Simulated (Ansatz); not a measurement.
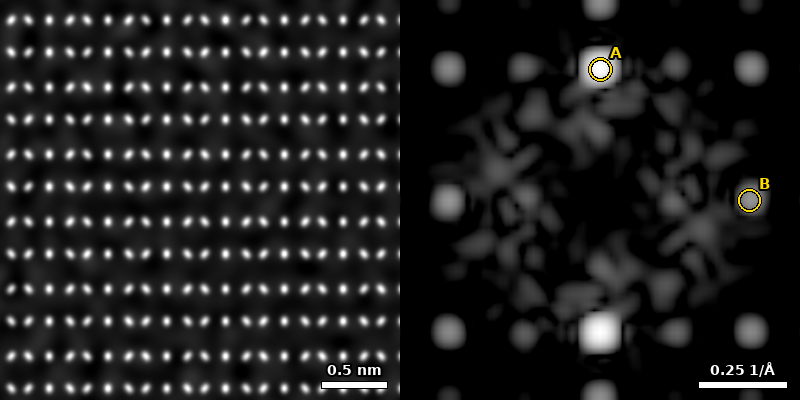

HAADF-like image of a crystal. The image is simulated as a sum over atoms of Z^1.8, blurred by a 0.50 Å probe (no channelling). The probe carries 15 % of its weight in a tail 2.5 times as wide. The speckle of an amorphous layer was added.

The right panel is the modulus of the image's Fourier transform on a logarithmic scale.

### Which lattice spacings do the marked spots stand for, and what angle do A and B enclose?

A: 2.6 Å, B: 2.3 Å; A and B enclose about 90°.

The crystal is Sb (R-3m, No. 166) along [210]; the spots are (0 0 -6) and (2 -4 0). Model: the geometry relaxed with DFT PBEsol, scalar-relativistic, plane waves, PAW in Ansatz 0.2.0; the starting structure was generated, so it need not be a known form of this composition.
